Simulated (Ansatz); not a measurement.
## Nudged elastic band, with input and output: Mg8HO8 (charge +1) (part 3 of 3)

Continued. System: Mg8HO8 (defect cell, 17 atoms in the cell, total charge +1). Method: DFT PBE, scalar-relativistic, plane waves, PAW, no spin polarisation (Ansatz 0.2.0); cutoff 420 eV, 2×2×2 k-mesh, Gaussian smearing of 0.05 eV. The structure derives from an entry of the Crystallography Open Database. It belongs to a series of runs on one base structure; here: band between the two ends.

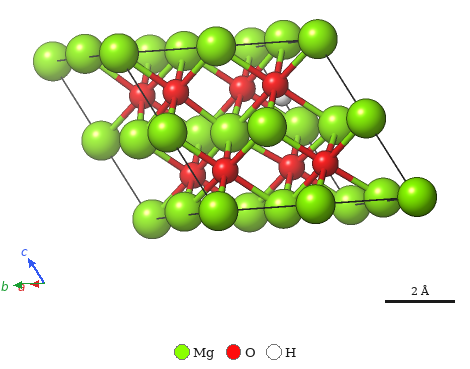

*The input geometry (ball-and-stick view of the cell of the calculation, seen at an oblique angle).*

## Output, continued
```
  k-point 7: bands = ["-64.1663", "-64.1649", "-64.0969", "-64.0865", "-63.6737", "-63.6715", "-63.6705", "-63.6685", "-30.9850", "-30.9739", "-30.9616", "-30.9434", "-30.9387", "-30.8967", "-30.8876", "-30.8860", "-30.8317", "-30.8295", "-30.8209", "-30.8139", "-30.4616", "-30.4594", "-30.4579", "-30.4556", "-30.4521", "-30.4499", "-30.4272", "-30.4250", "-30.4199", "-30.4179", "-30.4078", "-30.4056", "-9.9400", "-8.4656", "-8.3855", "-7.8525", "-7.6287", "-7.4777", "-7.2703", "-7.2586", "1.4334", "4.1372", "4.2787", "4.4912", "4.6263", "4.6344", "5.1248", "5.5972", "5.9330", "6.1308", "6.2603", "6.4066", "6.5656", "6.6186", "6.7740", "6.9581", "6.9902", "7.0174", "7.2180", "7.3332", "7.7614", "7.9506", "7.9650", "8.0156", "14.1945", "15.4006", "16.9132", "17.7922", "17.8364", "17.8499", "17.9285", "18.0484", "19.3690", "19.5064", "19.8354", "19.8522", "19.9044", "20.0675", "20.6747", "20.8675", "21.0276"]
this run last wrote the band of iteration 11 to [file]
--- NEB band (7 images, 11 band iterations, 625 SCF iterations) ---
  forward barrier  = 0.354566 eV
  backward barrier = 0.354546 eV
  lagrangian_above_aufbau_ev (what the smearing adds, to first order; not taken off the barriers): saddle image +0.000000 eV, end points +0.000000 and +0.000000 eV
  climbing image's point = a first-order saddle point (lowest curvatures found: -7.24 and 1.63 eV/Å²)
  energies are F+E_penalty+E_count in eV, relative to image 0
  image     s (Å)  Δ vs image 0  max|band force component| (eV/Å)
      0    0.0000      0.000000                                 —
      1    0.5261      0.097268                          1.134e-2
  *   2    1.0521      0.354566                          8.657e-3
      3    1.6065      0.090452                          2.144e-2
      4    2.1609      0.008180                          9.877e-3
      5    2.7153      0.085698                          3.616e-3
      6    3.2700      0.000020                                 —
  saddle-point geometry (image 2):
  cell:  # Å, volume = 149.3433 Å³
    - [0.0, 4.211, 4.211]
    - [4.211, 0.0, 4.211]
    - [4.211, 4.211, 0.0]
  atoms:
    - { symbol: Mg, position: [0.018348773553589014, -0.0026487132418336213, -0.0030225941805359507] }
    - { symbol: O, position: [0.2566008444551785, 0.257272635403917, 0.24796858897599744] }
    - { symbol: Mg, position: [0.005213479639282131, 0.006697215318416976, 0.4988631358269275] }
    - { symbol: O, position: [0.30147665987580297, 0.21242959657042437, 0.7478816314097108] }
    - { symbol: Mg, position: [0.011772331133227926, 0.502104612365895, 0.004953285656847439] }
    - { symbol: O, position: [0.25678246350574563, 0.7473401503565398, 0.26028283997441237] }
    - { symbol: Mg, position: [0.011799411254342473, 0.5020574876898088, 0.4908513478468754] }
    - { symbol: O, position: [0.2567735553742524, 0.7473279884154541, 0.7453052660612898] }
    - { symbol: Mg, position: [0.5116421871682049, 0.002104327906697845, 0.03479003644622486] }
    - { symbol: O, position: [0.7666070825281529, 0.2570509585537589, 0.23545171020048172] }
    - { symbol: Mg, position: [0.5116790658335884, 0.001942439128191198, 0.4613143138364019] }
    - { symbol: O, position: [0.7665955198641052, 0.25705613633935376, 0.7506025537816056] }
    - { symbol: Mg, position: [0.5070065730209994, 0.5088376937021637, -0.0030345456524548675] }
    - { symbol: O, position: [0.766847014530257, 0.7469840997966517, 0.247927424666596] }
    - { symbol: Mg, position: [0.5164665083134137, 0.4955008414604168, 0.49886849092487495] }
    - { symbol: O, position: [0.7218059144143719, 0.7920292743489409, 0.7479073730227461] }
    - { symbol: H, position: [0.5117906155354843, 0.0025071225518691898, 0.7477308645353331] }
```

## The last band as extended XYZ (Å, eV, eV/Å)
```
17
Lattice="0.0000 4.2110 4.2110 4.2110 0.0000 4.2110 4.2110 4.2110 0.0000" Properties=species:S:1:pos:R:3:forces:R:3 image=0 energy=-19977.43698
Mg   -0.0403    0.0413   -0.0076    0.0009  -0.0009   0.0005
O     2.0742    2.1378    2.1200   -0.0009   0.0010   0.0014
Mg    2.0966    2.1155    0.0072    0.0025  -0.0025  -0.0025
O     4.1877    4.2353    2.1272   -0.0005   0.0007  -0.0004
Mg    2.1114    0.0413    2.1440   -0.0005  -0.0009  -0.0007
O     4.1947    2.1378    4.2405   -0.0014   0.0009   0.0007
Mg    4.1707    2.1006    2.1440    0.0009   0.0005  -0.0008
O     6.2852    4.2283    4.2405   -0.0009   0.0014   0.0007
Mg    0.0118    2.2694    2.0920    0.0006   0.0038  -0.0008
O     2.1013    4.2321    4.2134    0.0012   0.0012  -0.0012
Mg    1.9427    4.2002    2.0920   -0.0039  -0.0006  -0.0008
O     4.1909    6.3217    4.2134   -0.0012  -0.0012  -0.0012
Mg    2.0814    2.1306    4.2333    0.0000   0.0000  -0.0001
O     4.1600    4.2631    6.3657    0.0017  -0.0018  -0.0015
Mg    4.2227    4.2003    4.3717    0.0007  -0.0007   0.0045
O     6.3125    6.3216    6.3349    0.0009  -0.0009   0.0010
H     3.6206    4.8025    2.6934    0.0000  -0.0002   0.0011
17
Lattice="0.0000 4.2110 4.2110 4.2110 0.0000 4.2110 4.2110 4.2110 0.0000" Properties=species:S:1:pos:R:3:forces:R:3 image=1 energy=-19977.33971
Mg   -0.0299    0.0508    0.0283    0.0029  -0.0024  -0.0222
O     2.0905    2.1417    2.1547   -0.0266   0.0249  -0.0027
Mg    2.1100    2.1217    0.0341   -0.0049   0.0068  -0.0122
O     4.1601    4.2830    2.1612    0.0549  -0.0554   0.0086
Mg    2.1215    0.0569    2.1611    0.0041  -0.0038  -0.0043
O     4.2156    2.1563    4.2537   -0.0202   0.0049   0.0142
Mg    4.1749    2.1103    2.1609    0.0047  -0.0028  -0.0036
O     6.2867    4.2274    4.2536   -0.0059   0.0202   0.0142
Mg    0.0718    2.3256    2.1402   -0.0346   0.0175  -0.0135
O     2.0777    4.2268    4.2697   -0.0031   0.0197  -0.0191
Mg    1.9064    4.1606    2.1393   -0.0183   0.0317  -0.0090
O     4.2162    6.3652    4.2696   -0.0195   0.0031  -0.0178
Mg    2.1065    2.1257    4.2780   -0.0141   0.0127   0.0002
O     4.1573    4.2856    6.3688   -0.0207   0.0208   0.0002
Mg    4.1867    4.2558    4.2983    0.0018   0.0005   0.0150
O     6.3961    6.2578    6.3724   -0.0536   0.0543   0.0003
H     3.4617    4.9813    2.2841    0.1532  -0.1526   0.0518
17
Lattice="0.0000 4.2110 4.2110 4.2110 0.0000 4.2110 4.2110 4.2110 0.0000" Properties=species:S:1:pos:R:3:forces:R:3 image=2 energy=-19977.08241
Mg   -0.0239    0.0645    0.0661    0.0080  -0.0060  -0.0002
O     2.1276    2.1247    2.1639   -0.0035  -0.0002  -0.0012
Mg    2.1289    2.1227    0.0502    0.0085  -0.0069   0.0011
O     4.0439    4.4188    2.1641    0.0016   0.0018   0.0026
Mg    2.1352    0.0704    2.1639    0.0029   0.0015  -0.0035
O     4.2431    2.1774    4.2284   -0.0019   0.0042  -0.0034
Mg    4.1811    2.1167    2.1639    0.0006  -0.0025  -0.0024
O     6.2855    4.2198    4.2283   -0.0047   0.0024  -0.0039
Mg    0.1554    2.3010    2.1634   -0.0051  -0.0031   0.0041
O     2.0739    4.2197    4.3106    0.0031   0.0048   0.0012
Mg    1.9508    4.0973    2.1629    0.0024  -0.0016   0.0064
O     4.2433    6.3889    4.3106   -0.0047  -0.0037   0.0004
Mg    2.1299    2.1222    4.2777   -0.0058   0.0052  -0.0046
O     4.1896    4.2732    6.3747   -0.0005   0.0005  -0.0013
Mg    4.1873    4.2756    4.2614   -0.0018   0.0009   0.0013
O     6.4847    6.1890    6.3748   -0.0013   0.0052   0.0055
H     3.1593    5.3038    2.1657    0.0021  -0.0026  -0.0023
17
Lattice="0.0000 4.2110 4.2110 4.2110 0.0000 4.2110 4.2110 4.2110 0.0000" Properties=species:S:1:pos:R:3:forces:R:3 image=3 energy=-19977.34653
Mg    0.0014    0.0603    0.0637    0.0152  -0.0184   0.0011
O     2.1598    2.1112    2.1570    0.0079  -0.0094  -0.0092
Mg    2.1271    2.1429    0.0899    0.0063   0.0057   0.0153
O     4.1382    4.3441    2.1600    0.0457  -0.0446  -0.0014
Mg    2.1412    0.0766    2.1597    0.0004  -0.0028   0.0030
O     4.2424    2.1688    4.2526   -0.0037  -0.0149   0.0117
Mg    4.1951    2.1302    2.1591    0.0081   0.0037   0.0035
O     6.3146    4.2410    4.2526    0.0115  -0.0023   0.0099
Mg    0.1971    2.2363    2.1336    0.0153  -0.0581  -0.0242
O     2.1028    4.2442    4.2656    0.0148  -0.0008  -0.0250
Mg    2.0368    4.0722    2.1302    0.0506  -0.0033  -0.0081
O     4.2387    6.3805    4.2657   -0.0023  -0.0179  -0.0213
Mg    2.1368    2.1350    4.2376    0.0020   0.0010  -0.0218
O     4.2283    4.2564    6.3630    0.0193  -0.0272  -0.0105
Mg    4.2064    4.2755    4.2413    0.0172  -0.0084  -0.0021
O     6.3678    6.3295    6.3714   -0.0587   0.0367   0.0084
H     2.8465    5.6342    2.3298   -0.1497   0.1611   0.0708
17
Lattice="0.0000 4.2110 4.2110 4.2110 0.0000 4.2110 4.2110 4.2110 0.0000" Properties=species:S:1:pos:R:3:forces:R:3 image=4 energy=-19977.42880
Mg    0.0236    0.0456    0.0152   -0.0043   0.0119   0.0101
O     2.1590    2.1362    2.1596   -0.0004   0.0040  -0.0015
Mg    2.0826    2.1966    0.1805    0.0144   0.0027  -0.0200
O     4.2252    4.2742    2.1173   -0.0173   0.0229   0.0099
Mg    2.1453    0.0784    2.1402    0.0043   0.0025   0.0112
O     4.2424    2.1610    4.2389   -0.0020   0.0133   0.0038
Mg    4.2051    2.1400    2.1419    0.0001   0.0060   0.0048
O     6.3327    4.2553    4.2399   -0.0007   0.0072   0.0026
Mg    0.1693    2.1875    2.0841   -0.0072   0.0233   0.0114
O     2.1245    4.2819    4.2146    0.0024   0.0056   0.0062
Mg    2.1076    4.1481    2.1004   -0.0220  -0.0078  -0.0068
O     4.2005    6.3663    4.1978    0.0152   0.0088   0.0198
Mg    2.1474    2.1400    4.1989   -0.0041   0.0055   0.0108
O     4.2442    4.2543    6.3268   -0.0024   0.0072   0.0046
Mg    4.2198    4.2757    4.2149    0.0022   0.0074   0.0057
O     6.3335    6.3719    6.3290    0.0148  -0.0031   0.0119
H     2.7040    5.8793    2.7355    0.0071  -0.1172  -0.0847
17
Lattice="0.0000 4.2110 4.2110 4.2110 0.0000 4.2110 4.2110 4.2110 0.0000" Properties=species:S:1:pos:R:3:forces:R:3 image=5 energy=-19977.35128
Mg    0.0034    0.0235    0.0025   -0.0015  -0.0021  -0.0009
O     2.1690    2.1446    2.1681    0.0010  -0.0013   0.0006
Mg    2.0553    2.1381    0.2080   -0.0002  -0.0050   0.0004
O     4.2372    4.2539    2.1080   -0.0002  -0.0025   0.0008
Mg    2.1311    0.0736    2.1301   -0.0021   0.0016  -0.0014
O     4.2378    2.1435    4.2371   -0.0002  -0.0042   0.0001
Mg    4.1968    2.1457    2.1477    0.0001  -0.0020  -0.0008
O     6.3196    4.2441    4.2346    0.0009  -0.0046  -0.0006
Mg    0.2093    2.1379    2.0548   -0.0026  -0.0038  -0.0014
O     2.1088    4.2539    4.2363    0.0014  -0.0030   0.0003
Mg    2.1332    4.2193    2.1324    0.0026   0.0028   0.0026
O     4.1457    6.3564    4.1449    0.0040  -0.0039   0.0039
Mg    2.1488    2.1457    4.1960   -0.0024  -0.0021   0.0006
O     4.2355    4.2440    6.3189   -0.0008  -0.0049   0.0001
Mg    4.2158    4.2639    4.2150    0.0003  -0.0038   0.0000
O     6.3116    6.3536    6.3113    0.0019  -0.0029  -0.0017
H     2.7933    6.4036    2.7924   -0.0024   0.0417  -0.0029
17
Lattice="0.0000 4.2110 4.2110 4.2110 0.0000 4.2110 4.2110 4.2110 0.0000" Properties=species:S:1:pos:R:3:forces:R:3 image=6 energy=-19977.43696
Mg    0.0072    0.0100    0.0073    0.0062   0.0060   0.0061
O     2.1555    2.1586    2.1557   -0.0017  -0.0018  -0.0017
Mg    2.0928    2.0955    0.1620   -0.0003   0.0002  -0.0021
O     4.2414    4.2441    2.1212    0.0006   0.0013  -0.0013
Mg    2.0926    0.1653    2.0927   -0.0001  -0.0032  -0.0001
O     4.2413    2.1238    4.2415    0.0009  -0.0013   0.0009
Mg    4.2040    2.1478    2.1450    0.0060  -0.0019  -0.0017
O     6.3358    4.2171    4.2143   -0.0016  -0.0031  -0.0031
Mg    0.1618    2.0955    2.0930   -0.0021   0.0002  -0.0003
O     2.1210    4.2441    4.2415   -0.0013   0.0013   0.0006
Mg    2.1449    4.2067    2.1450   -0.0013   0.0056  -0.0013
O     4.2145    6.3386    4.2146   -0.0036  -0.0015  -0.0036
Mg    2.1449    2.1478    4.2041   -0.0016  -0.0019   0.0060
O     4.2142    4.2171    6.3360   -0.0031  -0.0032  -0.0016
Mg    4.2342    4.2369    4.2343    0.0008   0.0009   0.0008
O     6.3385    6.3410    6.3387   -0.0133  -0.0108  -0.0132
H     2.6934    6.9086    2.6936    0.0157   0.0133   0.0156
```

This output came from the following input.

## Input file
```yaml
crystal:
  lattice:
    - [0.0, 4.211, 4.211]
    - [4.211, 0.0, 4.211]
    - [4.211, 4.211, 0.0]
  atoms:
    - { symbol: Mg, position: [0.00877384, -0.01059024, 0.00103113] }
    - { symbol: O, position: [0.25927207, 0.24417763, 0.24839679] }
    - { symbol: Mg, position: [0.0030944, -0.0013917, 0.49927081] }
    - { symbol: O, position: [0.25822052, 0.24692322, 0.74754763] }
    - { symbol: Mg, position: [0.00876678, 0.50036684, 0.00103974] }
    - { symbol: O, position: [0.25927121, 0.74773868, 0.24839622] }
    - { symbol: Mg, position: [0.00876643, 0.50036792, 0.49007079] }
    - { symbol: O, position: [0.2592712, 0.74773847, 0.74483789] }
    - { symbol: Mg, position: [0.51644794, -0.01966155, 0.02247018] }
    - { symbol: O, position: [0.75329427, 0.24727886, 0.25171793] }
    - { symbol: Mg, position: [0.51644483, -0.01965525, 0.48099288] }
    - { symbol: O, position: [0.75329086, 0.24727733, 0.74795338] }
    - { symbol: Mg, position: [0.50848526, 0.49681871, -0.00253054] }
    - { symbol: O, position: [0.76808172, 0.74359082, 0.24428828] }
    - { symbol: Mg, position: [0.51642592, 0.52173745, 0.48104021] }
    - { symbol: O, position: [0.75326498, 0.75109782, 0.74794155] }
    - { symbol: H, position: [0.46013826, 0.17947618, 0.68032575] }
total_charge: 1
basis:
  ecutwfc: 420.0
kpoints:
  mp_grid: { grid: [2, 2, 2] }
hamiltonian:
  xc: pbe
scf:
  occupations: { method: gaussian, width: 0.05 }
  lower_state_search: "off"
neb:
  images: 5
  f_tol: 0.03
  initial_path: idpp
  max_iterations: 26
  spring: 2.0
  final_atoms:
    - { symbol: Mg, position: [0.00120958, 0.00053292, 0.00117081] }
    - { symbol: O, position: [0.2563218, 0.25559372, 0.25628229] }
    - { symbol: Mg, position: [0.01955073, 0.01891052, 0.47807259] }
    - { symbol: O, position: [0.25218809, 0.25153453, 0.75568081] }
    - { symbol: Mg, position: [0.01964102, 0.47732736, 0.01960486] }
    - { symbol: O, position: [0.25219315, 0.7550487, 0.25215637] }
    - { symbol: Mg, position: [0.01055653, 0.49883551, 0.49949105] }
    - { symbol: O, position: [0.24882321, 0.75196396, 0.75261981] }
    - { symbol: Mg, position: [0.47811491, 0.01890692, 0.01951091] }
    - { symbol: O, position: [0.75571848, 0.25153397, 0.25215073] }
    - { symbol: Mg, position: [0.49951371, 0.00987439, 0.49947477] }
    - { symbol: O, position: [0.7526381, 0.24822334, 0.75259842] }
    - { symbol: Mg, position: [0.49952872, 0.49883426, 0.01051815] }
    - { symbol: O, position: [0.75265847, 0.75196294, 0.24878755] }
    - { symbol: Mg, position: [0.50309561, 0.50244417, 0.50305842] }
    - { symbol: O, position: [0.75292427, 0.75234247, 0.75289121] }
    - { symbol: H, position: [0.82032664, -0.18067046, 0.82027518] }
  order_check: true
```

Launched with:
```bash
ansatz run input.yaml --threads 1 --pin off --max-ram 3072MiB --backend cpu --events-out ev --progress --plain --runs-dir out
```

## Results in brief

- outcome: converged
- barrier, forward: 0.355 eV
- barrier, backward: 0.354 eV
- electrons treated: 128
- hardware: 1 thread of Intel Xeon @ 2.90GHz (Ice Lake), 176 GiB of memory available, shared host
- wall time: 5.9 min
- peak memory: 0.72 GiB

## Remarks

The k-point mesh is coarse for a cell of this size, so the results may not be converged.
